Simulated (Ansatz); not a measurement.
Geometry relaxation, with input and output: Sn3O2 (part 3 of 3)

The same run, continued: Sn3O2 (slab, 10 atoms in the cell); DFT PBE, scalar-relativistic, plane waves, PAW, no spin polarisation (Ansatz 0.2.0); cutoff 420 eV, 9×9×1 k-mesh, Gaussian smearing of 0.05 eV. The structure derives from an entry of the Crystallography Open Database. It belongs to a series of runs on one base structure; here: (0 0 1) slab, atoms relaxed.

Geometry of the input (Å; fractional positions):
```
3.8682  0.0000  0.0000
0.0000  3.8682  0.0000
0.0000  0.0000  27.8837
Sn 0.0000  0.5000  0.2690
Sn 0.5000  0.0000  0.3676
O  0.0000  0.0000  0.4091
O  0.5000  0.5000  0.4091
Sn 0.0000  0.5000  0.4507
Sn 0.5000  0.0000  0.5493
O  0.0000  0.0000  0.5909
O  0.5000  0.5000  0.5909
Sn 0.0000  0.5000  0.6324
Sn 0.5000  0.0000  0.7310
```

**Output, continued**
```
  k-point 1: bands = ["-19.4389", "-19.4375", "-19.2191", "-19.2191", "-19.2056", "-19.2055", "-19.1880", "-19.1879", "-19.1875", "-19.1874", "-19.1160", "-19.1160", "-19.1123", "-19.1122", "-19.0978", "-19.0978", "-19.0945", "-19.0945", "-19.0786", "-19.0786", "-19.0105", "-19.0031", "-18.8755", "-18.8565", "-18.8516", "-18.8491", "-18.8387", "-18.8294", "-18.8292", "-18.8143", "-17.1265", "-17.1146", "-14.9478", "-14.9475", "-6.4226", "-6.2661", "-5.0128", "-4.3749", "-3.3520", "-3.2540", "-3.2495", "-3.2104", "-2.6439", "-1.9064", "-0.9005", "-0.8813", "-0.5215", "-0.5151", "-0.4585", "-0.1891", "0.8582", "1.8869", "2.8721", "2.8766", "3.8294", "3.9087", "4.5541", "4.5660", "4.5935", "5.4532", "6.1466", "6.1636", "6.4821", "6.6536", "6.7782"]
  k-point 2: bands = ["-19.4247", "-19.4239", "-19.2511", "-19.2510", "-19.2051", "-19.2050", "-19.1948", "-19.1947", "-19.1784", "-19.1784", "-19.1170", "-19.1170", "-19.1052", "-19.1052", "-19.1007", "-19.1007", "-19.0931", "-19.0931", "-19.0802", "-19.0802", "-18.9926", "-18.9876", "-18.9155", "-18.8988", "-18.8526", "-18.8523", "-18.8396", "-18.8296", "-18.8202", "-18.8076", "-16.8878", "-16.8759", "-15.1131", "-15.1114", "-6.1516", "-5.9961", "-4.8683", "-4.4735", "-3.4950", "-3.0450", "-3.0275", "-2.9932", "-2.8457", "-2.7431", "-1.1806", "-1.1504", "-0.8110", "-0.8077", "-0.5589", "0.0114", "0.7641", "1.7182", "2.1176", "2.1532", "3.8345", "3.8960", "4.7411", "4.8803", "4.9109", "5.3108", "6.2724", "6.5213", "6.7111", "6.7642", "6.8047"]
  k-point 14: bands = ["-19.4001", "-19.3977", "-19.3943", "-19.3920", "-19.2127", "-19.2127", "-19.1763", "-19.1763", "-19.1614", "-19.1614", "-19.1120", "-19.1117", "-19.1110", "-19.1107", "-19.1003", "-19.1003", "-19.0981", "-19.0981", "-19.0651", "-19.0651", "-18.9265", "-18.9253", "-18.9045", "-18.9037", "-18.8714", "-18.8713", "-18.8492", "-18.8460", "-18.7924", "-18.7919", "-15.7719", "-15.7588", "-15.6977", "-15.6853", "-6.1030", "-6.0661", "-6.0337", "-5.9896", "-3.2341", "-3.2059", "-2.6490", "-2.5916", "-2.4830", "-2.4340", "-0.2274", "-0.1894", "0.0421", "0.0605", "0.2076", "0.2077", "0.2771", "0.4960", "1.2066", "1.2716", "1.4957", "1.5087", "3.2652", "3.4292", "3.8308", "4.0967", "5.5119", "5.6472", "6.2471", "6.4654", "6.7639"]
--- Relaxed structure (7 steps of the walk, 7 accepted, 0 SCFs on fresh bases) ---
  F+E_penalty+E_count = -38412.52722467 eV   max|allowed force component| = 4.454e-3 eV/Å
  atoms:
    - { symbol: Sn, position: [2.8823251877565517e-17, 0.5, 0.2895546525903922] }
    - { symbol: Sn, position: [0.5, -3.983133254478635e-34, 0.36680668514409914] }
    - { symbol: O, position: [8.293747013184692e-19, 0.0, 0.4097276581436074] }
    - { symbol: O, position: [0.5, 0.5, 0.4097276581436074] }
    - { symbol: Sn, position: [8.230058943514773e-19, 0.5, 0.4512911231224638] }
    - { symbol: Sn, position: [0.5, 6.970483195337611e-34, 0.5487088752691188] }
    - { symbol: O, position: [-8.293755798561997e-19, 3.983133254478635e-34, 0.5902723412291039] }
    - { symbol: O, position: [0.5, 0.5, 0.5902723412291039] }
    - { symbol: Sn, position: [1.0654882546870924e-18, 0.5, 0.6331933140673999] }
    - { symbol: Sn, position: [0.5, 3.983133254478635e-34, 0.7104453510611041] }
```

**Trajectory as extended XYZ (Å, eV, eV/Å), 7 frames, from step=1 to step=7**
```
10
Lattice="3.8682 0.0000 0.0000 0.0000 3.8682 0.0000 0.0000 0.0000 27.8837" Properties=species:S:1:pos:R:3:forces:R:3 step=1 energy=-38412.20846
Sn    0.0000    1.9341    7.5000    0.0000   0.0000   0.3249
Sn    1.9341    0.0000   10.2491    0.0000   0.0000  -0.6871
O     0.0000    0.0000   11.4082    0.0000   0.0000   0.1832
O     1.9341    1.9341   11.4082    0.0000   0.0000   0.1832
Sn    0.0000    1.9341   12.5673    0.0000   0.0000   0.0079
Sn    1.9341    0.0000   15.3164    0.0000   0.0000  -0.0079
O     0.0000    0.0000   16.4755    0.0000   0.0000  -0.1832
O     1.9341    1.9341   16.4755    0.0000   0.0000  -0.1832
Sn    0.0000    1.9341   17.6346    0.0000   0.0000   0.6871
Sn    1.9341    0.0000   20.3837    0.0000   0.0000  -0.3249
10
Lattice="3.8682 0.0000 0.0000 0.0000 3.8682 0.0000 0.0000 0.0000 27.8837" Properties=species:S:1:pos:R:3:forces:R:3 step=2 energy=-38412.32726
Sn    0.0000    1.9341    7.6272    0.0000   0.0000   0.3726
Sn    1.9341    0.0000   10.2134    0.0000   0.0000  -0.1132
O     0.0000    0.0000   11.4182    0.0000   0.0000  -0.0807
O     1.9341    1.9341   11.4182    0.0000   0.0000  -0.0807
Sn    0.0000    1.9341   12.5779    0.0000   0.0000  -0.1007
Sn    1.9341    0.0000   15.3058    0.0000   0.0000   0.1007
O     0.0000    0.0000   16.4655    0.0000   0.0000   0.0807
O     1.9341    1.9341   16.4655    0.0000   0.0000   0.0807
Sn    0.0000    1.9341   17.6703    0.0000   0.0000   0.1132
Sn    1.9341    0.0000   20.2565    0.0000   0.0000  -0.3726
10
Lattice="3.8682 0.0000 0.0000 0.0000 3.8682 0.0000 0.0000 0.0000 27.8837" Properties=species:S:1:pos:R:3:forces:R:3 step=3 energy=-38412.46965
Sn    0.0000    1.9341    7.8236    0.0000   0.0000   0.2241
Sn    1.9341    0.0000   10.1546    0.0000   0.0000   0.2873
O     0.0000    0.0000   11.3846    0.0000   0.0000  -0.2342
O     1.9341    1.9341   11.3846    0.0000   0.0000  -0.2342
Sn    0.0000    1.9341   12.5389    0.0000   0.0000  -0.0175
Sn    1.9341    0.0000   15.3448    0.0000   0.0000   0.0175
O     0.0000    0.0000   16.4991    0.0000   0.0000   0.2342
O     1.9341    1.9341   16.4991    0.0000   0.0000   0.2342
Sn    0.0000    1.9341   17.7291    0.0000   0.0000  -0.2873
Sn    1.9341    0.0000   20.0601    0.0000   0.0000  -0.2241
10
Lattice="3.8682 0.0000 0.0000 0.0000 3.8682 0.0000 0.0000 0.0000 27.8837" Properties=species:S:1:pos:R:3:forces:R:3 step=4 energy=-38412.52267
Sn    0.0000    1.9341    7.9937    0.0000   0.0000   0.0590
Sn    1.9341    0.0000   10.2047    0.0000   0.0000  -0.1362
O     0.0000    0.0000   11.3948    0.0000   0.0000   0.0154
O     1.9341    1.9341   11.3948    0.0000   0.0000   0.0154
Sn    0.0000    1.9341   12.5511    0.0000   0.0000   0.0690
Sn    1.9341    0.0000   15.3326    0.0000   0.0000  -0.0690
O     0.0000    0.0000   16.4889    0.0000   0.0000  -0.0154
O     1.9341    1.9341   16.4889    0.0000   0.0000  -0.0154
Sn    0.0000    1.9341   17.6790    0.0000   0.0000   0.1362
Sn    1.9341    0.0000   19.8900    0.0000   0.0000  -0.0590
10
Lattice="3.8682 0.0000 0.0000 0.0000 3.8682 0.0000 0.0000 0.0000 27.8837" Properties=species:S:1:pos:R:3:forces:R:3 step=5 energy=-38412.52646
Sn    0.0000    1.9341    8.0921    0.0000   0.0000  -0.0116
Sn    1.9341    0.0000   10.2339    0.0000   0.0000   0.0744
O     0.0000    0.0000   11.4357    0.0000   0.0000  -0.0180
O     1.9341    1.9341   11.4357    0.0000   0.0000  -0.0180
Sn    0.0000    1.9341   12.5966    0.0000   0.0000  -0.0441
Sn    1.9341    0.0000   15.2871    0.0000   0.0000   0.0441
O     0.0000    0.0000   16.4480    0.0000   0.0000   0.0180
O     1.9341    1.9341   16.4480    0.0000   0.0000   0.0180
Sn    0.0000    1.9341   17.6498    0.0000   0.0000  -0.0744
Sn    1.9341    0.0000   19.7916    0.0000   0.0000   0.0116
10
Lattice="3.8682 0.0000 0.0000 0.0000 3.8682 0.0000 0.0000 0.0000 27.8837" Properties=species:S:1:pos:R:3:forces:R:3 step=6 energy=-38412.52722
Sn    0.0000    1.9341    8.0739    0.0000   0.0000  -0.0006
Sn    1.9341    0.0000   10.2279    0.0000   0.0000  -0.0045
O     0.0000    0.0000   11.4247    0.0000   0.0000  -0.0012
O     1.9341    1.9341   11.4247    0.0000   0.0000  -0.0012
Sn    0.0000    1.9341   12.5837    0.0000   0.0000   0.0027
Sn    1.9341    0.0000   15.3000    0.0000   0.0000  -0.0027
O     0.0000    0.0000   16.4590    0.0000   0.0000   0.0012
O     1.9341    1.9341   16.4590    0.0000   0.0000   0.0012
Sn    0.0000    1.9341   17.6558    0.0000   0.0000   0.0045
Sn    1.9341    0.0000   19.8098    0.0000   0.0000   0.0006
10
Lattice="3.8682 0.0000 0.0000 0.0000 3.8682 0.0000 0.0000 0.0000 27.8837" Properties=species:S:1:pos:R:3:forces:R:3 step=7 energy=-38412.52722
Sn    0.0000    1.9341    8.0739    0.0000   0.0000  -0.0006
Sn    1.9341    0.0000   10.2279    0.0000   0.0000  -0.0045
O     0.0000    0.0000   11.4247    0.0000   0.0000  -0.0012
O     1.9341    1.9341   11.4247    0.0000   0.0000  -0.0012
Sn    0.0000    1.9341   12.5837    0.0000   0.0000   0.0028
Sn    1.9341    0.0000   15.3000    0.0000   0.0000  -0.0028
O     0.0000    0.0000   16.4590    0.0000   0.0000   0.0012
O     1.9341    1.9341   16.4590    0.0000   0.0000   0.0012
Sn    0.0000    1.9341   17.6558    0.0000   0.0000   0.0045
Sn    1.9341    0.0000   19.8098    0.0000   0.0000   0.0006
```

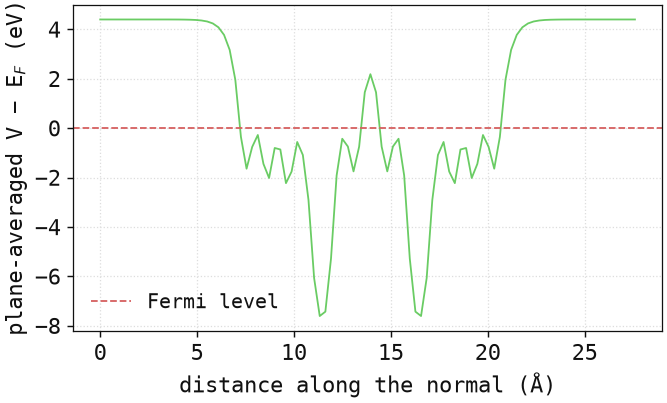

Plane average of the electrostatic potential energy of an electron across the cell, from the Fermi level. The vacuum level lies 4.40 eV above the Fermi level.

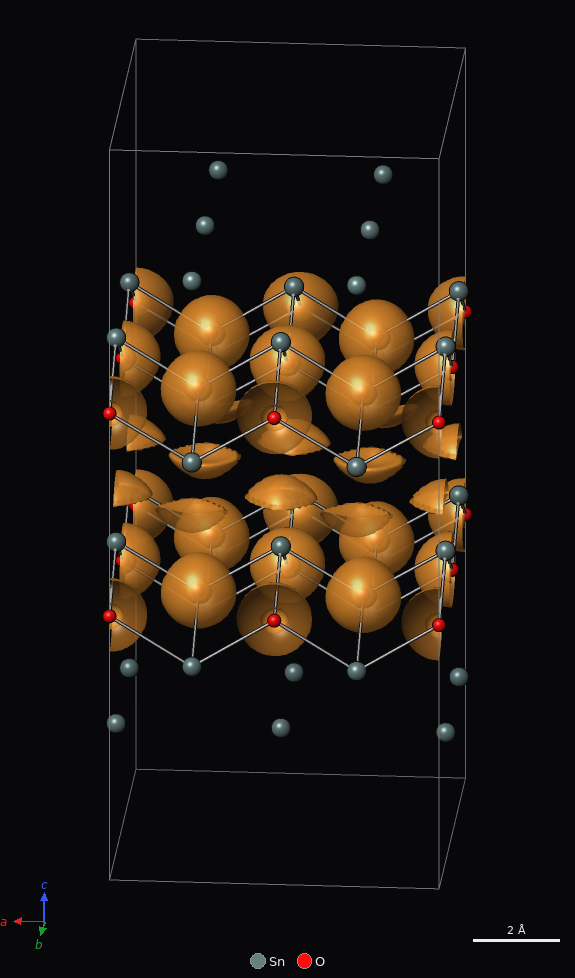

Isosurface of the ELF at 0.65 (orange), seen at an oblique angle. Only the valence region is drawn (cores and ρ < 0.01 e/Å³ removed). Sticks mark near contacts. Values along the shortest contacts: Sn–O (2.25 Å): the ELF is about 0.20 at the midpoint (no shared pair; the contact is polar). The fields are those of the smooth PAW valence density.

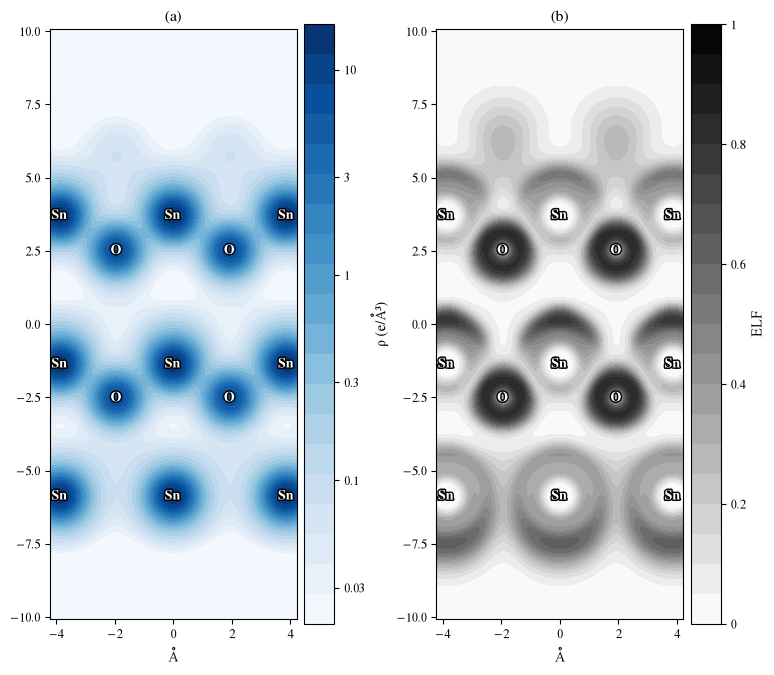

(a) valence pseudo-density; (b) ELF on the (100) plane of the calculation cell, a cut from vacuum to vacuum. Sn–O (2.25 Å): the density is about 0.45 e/Å³ at the midpoint; the ELF is about 0.20 at the midpoint (a polar contact without a shared pair, in a metal). The density dies away to nearly zero in the vacuum.

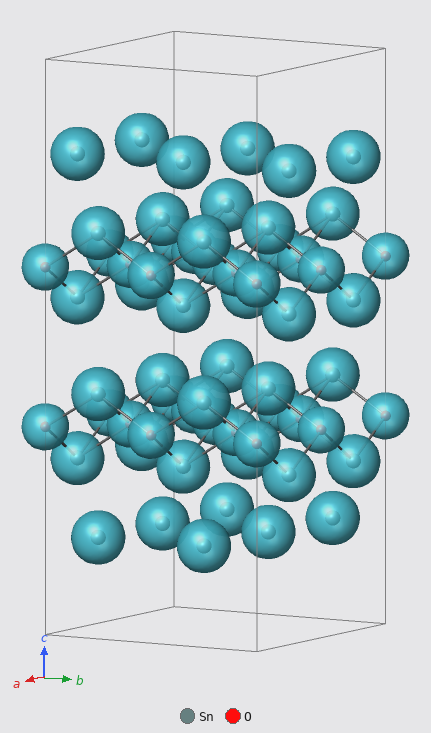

Isosurface of the valence charge density (pseudo) at 1 e/Å³ (cyan), seen at an oblique angle. Sticks mark near contacts. At this value the density breaks into separate islands; it holds about 65 % of the electrons treated as valence (semicore included). It is pinched off along the Sn–O (2.25 Å) contacts. On the grid the lowest density along these lines, outside the cores, is 0.45 e/Å³ (Sn–O, 2.25 Å).
